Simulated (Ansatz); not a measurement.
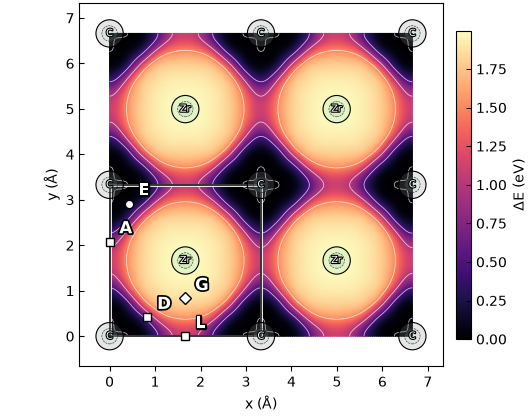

H on a ZrC(100) slab cut from the Fm-3m phase, its upper half relaxed before the scan (24 atoms of substrate and one adsorbate in a 2 × 2 cell). 
- H is moved over the surface cell; relaxed at each place: the height of the adsorbate's atoms; substrate rigid; the origin of the map has the adsorbate above C21.
- Places are given modulo a cell vector. The map is drawn in real space over the plane of the surface.
- Grid: 8 × 8 points; 15 points were computed and 49 follow by symmetry.
- Places are given in fractions of the 1 × 1 surface cell.
- Energies are in eV, from the lowest grid point.
- These are results of DFT PBE, scalar-relativistic, plane waves, PAW (Ansatz 0.2.0), not measurements. Settings: cutoff 420 eV, k-mesh 4×4×1, gaussian smearing 0.1 eV, no spin polarisation.

Drawn: a smooth colour map with a few white contour lines, labelled circles for the atoms of the top layer and small ones for the second layer, the outline of one cell of the 2 × 2 shown, lettered points. Between grid points the surface is interpolated.

> Is E the lowest point of the computed grid?

No. E lies 0.10 eV above the lowest grid point, which is at the top site over a surface C atom, (0/8, 0/8) of the cell vectors.

> Rank the lettered points by energy, lowest first.

E (0.10 eV), D (0.68 eV), A (0.83 eV), L (1.12 eV), G (1.86 eV).
